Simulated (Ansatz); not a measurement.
MgSi32 (cell with a defect)

```
CELL_PARAMETERS angstrom
-5.44370 5.44370 -5.44370
-5.44370 -5.44370 5.44370
5.44370 5.44370 5.44370
ATOMIC_POSITIONS crystal
Si 0.99975 0.99987 0.73393
Si 0.74785 0.24871 0.74720
Si 0.73458 0.99989 0.99900
Si 0.49908 0.49925 0.75024
Si 0.50038 0.25176 0.99906
Si 0.50039 0.99990 0.25090
Si 0.24851 0.74805 0.74719
Si 0.25152 0.50055 0.99901
Si 0.26480 0.26498 0.26413
Si 0.25153 0.99992 0.49966
Si 0.99974 0.73483 0.99905
Si 0.99974 0.50057 0.25090
Si 0.99971 0.25177 0.49972
Si 0.74785 0.74806 0.24785
Si 0.75087 0.49925 0.49835
Si 0.49905 0.75111 0.49840
Si 0.99969 0.99993 0.48651
Si 0.74971 0.24994 0.49906
Si 0.74671 0.99992 0.74599
Si 0.51219 0.51243 0.51154
Si 0.49969 0.24988 0.74903
Si 0.48721 0.99991 0.99904
Si 0.24972 0.74996 0.49906
Si 0.24975 0.49992 0.74905
Si 0.25276 0.25296 0.99905
Si 0.25277 0.99990 0.25205
Si 0.99969 0.74684 0.74601
Si 0.99969 0.48737 0.99904
Si 0.99970 0.25294 0.25209
Si 0.74668 0.74689 0.99906
Si 0.74974 0.49992 0.24905
Si 0.49968 0.74988 0.24903
Mg 0.99970 0.99995 0.99904
```

Level of theory: Ansatz 0.2.0, DFT r2SCAN, scalar-relativistic, plane waves, PAW.

### What will maps of the valence pseudo-density and electron localisation function show?

Si–Si (2.33 Å): the density is about 0.58 e/Å³ at the midpoint; the ELF peaks at about 0.95 between the atoms.
Mg–Si (2.50 Å): ρ at the midpoint is about 0.26 e/Å³; the ELF peaks at about 0.60 in the valence shell of Si, 1.0 Å from its nucleus, and is about 0.50 at the midpoint.
Si–Si (2.43 Å): the density is about 0.52 e/Å³ at the midpoint; the ELF peaks at about 0.95 between the atoms.
Mg–Si (2.75 Å): ρ at the midpoint is about 0.23 e/Å³; the ELF peaks at about 0.70 in the valence shell of Si, 1.0 Å from its nucleus, and is about 0.60 at the midpoint.

### Metal or insulator at this level of theory?

It is gapped, with a Kohn–Sham gap of 0.26 eV on the k-point mesh (the band edges may lie off the mesh, which would make the gap smaller).

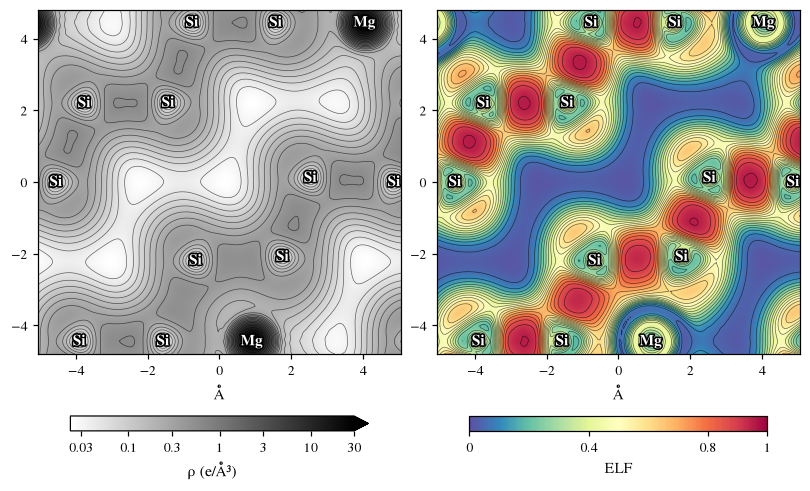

Computed valence pseudo-density and electron localisation function on the (011̄) plane of the calculation cell, in this order. 

In a PAW calculation such maps are meaningful between the atoms, not at the nuclei.
